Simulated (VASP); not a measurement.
## Mending a single-point calculation on SnO

System: SnO (R3m, 2 atoms in the cell).
Method of run 1: DFT, plane waves, PAW, settings varied from a PBE run (VASP 6.6.1).

The structure was built on a prototype by a generator. The geometry comes from this level: r2SCAN (a point of a series of strains). 

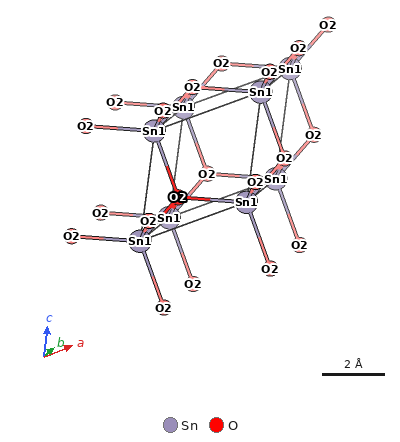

The structure (ball-and-stick view of the cell of the calculation, seen slightly off an axis; neighbours outside the cell are drawn fainter; atoms are numbered from 1 in the order of the input). Near neighbours in the crystal (not all of them lie inside the picture): Sn has 4 O at 2.33 to 2.35 Å; O has 4 Sn at 2.33 to 2.35 Å.

INCAR, run 1:
```
ENCUT = 520.000000
SIGMA = 0.020000
EDIFF = 1.00e-07
GGA = PE
PREC = Accurate
IBRION = -1
ISIF = 2
ISMEAR = -1
NBANDS = 17
NSW = 0
LASPH = .TRUE.
LCHARG = .FALSE.
LWAVE = .FALSE.
LREAL = .FALSE.
NELM = 77
ISPIN = 2
MAGMOM = 1.0
```

KPOINTS, run 1:
```
KPOINTS created by Atomic Simulation Environment
0
Gamma
8 8 8
0 0 0
```

POSCAR, run 1:
```
Sn O
 1.0000000000000000
    -0.0278043378000000    2.6804103799000001    2.6804103799000001
     2.6804103799000001   -0.0278043378000000    2.6804103799000001
     2.6804103799000001    2.6804103799000001   -0.0278043378000000
 Sn  O
   1   1
Cartesian
 -0.0124362360378625 -0.0124362360378626 -0.0124362360378626
  1.3456903415378623  1.3456903415378623  1.3456903415378620
```

Launched with:
```bash
mpirun -np 1 vasp_std
```

Hardware: 1 CPU thread, shared host.

OSZICAR and lines of OUTCAR (run 1):
```
[... from OUTCAR:]
                |
|     spin-polarized calculations (ISPIN=2), MAGMOM has to be a list of       |
|     NIONS values. NIONS=2 in your calculation.                              |
|                                                                             |
|       ---->  I REFUSE TO CONTINUE WITH THIS SICK JOB ... BYE!!! <----       |
|                                                                             |
 -----------------------------------------------------------------------------

1
```

Q: What should be changed in this input?

A: Some settings of this run were drawn to be unusual or wrong (NELM = 77; ISPIN = 2; MAGMOM = 1.0). The program refused the input: “ERROR: You have set 1 value(s) for MAGMOM; however for spin-polarized calculations (ISPIN=2), MAGMOM has to be a list of NIONS values. NIONS=2 in your calculation. ----> I REFUSE TO CONTINUE WITH THIS SICK JOB ... BYE!!! <----”

A run of the same system that converges differs from this input as follows (lines with − go, lines with + come):
```diff
+NELM = 120
-NELM = 77
-ISPIN = 2
-MAGMOM = 1.0
```

OSZICAR and lines of OUTCAR (run 2):
```
N       E                     dE             d eps       ncg     rms          rms(c)
DAV:   1     0.154449797477E+03    0.15445E+03   -0.10257E+04  2259   0.166E+03
DAV:   2     0.304111572517E+01   -0.15141E+03   -0.14423E+03  2450   0.386E+02
DAV:   3    -0.122431299694E+02   -0.15284E+02   -0.15204E+02  2611   0.111E+02
DAV:   4    -0.125846506733E+02   -0.34152E+00   -0.34134E+00  2659   0.177E+01
DAV:   5    -0.125940183102E+02   -0.93676E-02   -0.93670E-02  2927   0.284E+00    0.869E+00
DAV:   6    -0.107328764993E+02    0.18611E+01   -0.13768E+01  3312   0.420E+01    0.523E+00
DAV:   7    -0.104626282618E+02    0.27025E+00   -0.24372E+00  2716   0.868E+00    0.138E+00
[...]
       N       E                     dE             ncg
DAV:   1     0.231401886225E+04   -0.45932E+04      239
DAV:   2     0.132128559406E+04   -0.99273E+03      246
DAV:   3     0.121801908090E+04   -0.10327E+03      278
DAV:   4     0.121550087945E+04   -0.25182E+01      275
DAV:   5     0.121543735220E+04   -0.63527E-01      335
DAV:   6     0.121543504520E+04   -0.23070E-02      307
DAV:   7     0.121543492227E+04   -0.12294E-03      345
DAV:   8     0.121543492180E+04   -0.46253E-06      257
DAV:   9     0.121543492180E+04   -0.60120E-08      247
[... from OUTCAR:]
   NELECT =      20.0000    total number of electrons
 E-fermi :   6.3632
  free  energy   TOTEN  =       -10.4366263439 eV
  energy  without entropy=      -10.4361084317  energy(sigma->0) =      -10.43636739
```

The two runs side by side:

| quantity | run 1 | run 2 |
| --- | --- | --- |
| outcome | refused | converged |
| free energy per atom (eV) | – | −5.2183 |
| gap on the mesh (eV) | – | 0.00 |
| pressure (GPa) | – | 3.28 |
| volume per atom (Å³) | – | 19.56 |
| largest force (eV/Å) | – | 0.000 |
| SCF iterations | – | 16 |
| irreducible k-points | – | 65 |
